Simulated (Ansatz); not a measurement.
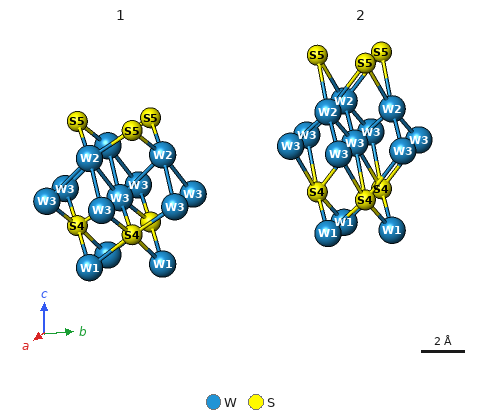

Two geometries of a crystal of W₃S₂ (built on the tetradymite_166 type) (coarse preliminary run), drawn at one scale. One is the start of a relaxation, the other its converged end. A ball-and-stick model of the atoms within 4.2 Å of the atom that moves most (axes of the conventional cell (3 times the calculation's cell)), seen slightly off an axis. Lengths and directions refer to the drawn axes.

Level of theory: DFT PBE, scalar-relativistic, plane waves, PAW in Ansatz 0.2.0. Settings: plane-wave cutoff 420 eV; k-point mesh 6 × 6 × 6; occupations gaussian; smearing width 0.1 eV; no spin polarisation; cell and atoms relaxed; force threshold 0.04 eV/Å; at most 70 steps.

**Which one is relaxed?**

Structure 2 is the relaxed one. Case: tetradymite type (R-3m, No. 166). The largest moves relative to the cell, 0.41 Å, are those of W2 and W3. W3 goes along +c. Largest moves by element: W 0.41 Å, S 0.30 Å. The drawn cell changes as follows: a = b 3.571 → 3.131 Å (−12.3 %), c 24.831 → 29.590 Å (+19.2 %); the volume changes by −8.4 %. Near-neighbour distances that change, for instance: W2–S5 2.503 → 3.008 Å, W2–W3 2.962 → 2.485 Å, W1–W1 3.571 → 3.131 Å, W1–S4 2.644 → 2.464 Å. Among the angles between lasting bonds that change: W3–S4–W3 91.0° → 62.7°, S5–W2–S5 91.0° → 62.7°, W1–S4–W3 91.9° → 108.8°. The space group stays R-3m (No. 166). After 10 accepted moves (12 points after the start) the energy has fallen by 738 meV per atom. Largest force component: 2 eV/Å at the start, 0.0052 eV/Å at the end. Pressure: −22.93 GPa at the start and 0.06 GPa at the end. The SCF was repeated twice at an unchanged geometry on a basis and grid sized afresh for the cell, which shifted the energy by 2.0 meV per atom at most.
